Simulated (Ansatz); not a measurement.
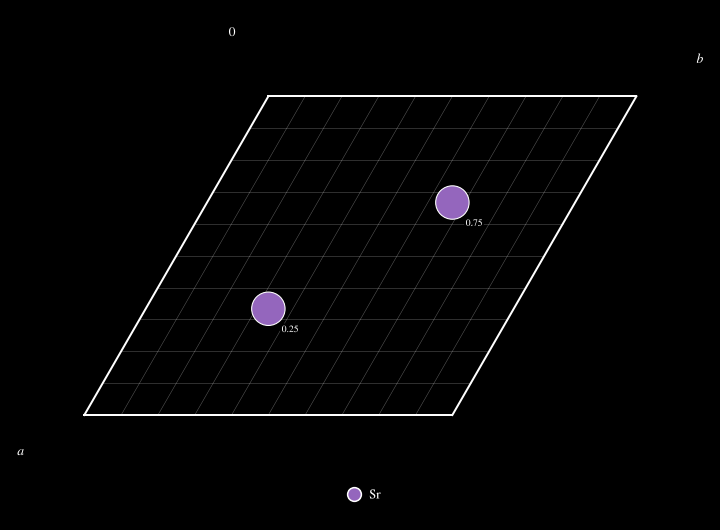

Plan of a unit cell projected along c (a down the page, b across); the numbers are heights as fractions of c, and atoms on the cell's edges are repeated. The grid marks tenths of a and b. Source: the end point of a relaxation with DFT PBE, scalar-relativistic, plane waves, PAW in Ansatz; the starting structure was generated, so it need not be a known form of this composition. The drawing is computed from the coordinates (standard cell, symmetry found to 0.002 Å).

a = 4.270 Å, b = 4.270 Å, c = 7.017 Å, α = 90.00°, β = 90.00°, γ = 120.00°.

What does the cell contain?

Answer. 2 Sr: Sr, Z = 2.

Which space group?

Answer. P6_3/mmc, No. 194, primitive hexagonal.

Give the independent sites, coordinates to two places.

Answer.
| atom | site | symmetry | x | y | z |
| --- | --- | --- | --- | --- | --- |
| Sr | 2d | -6m2 | 0.33 | 0.67 | 0.75 |
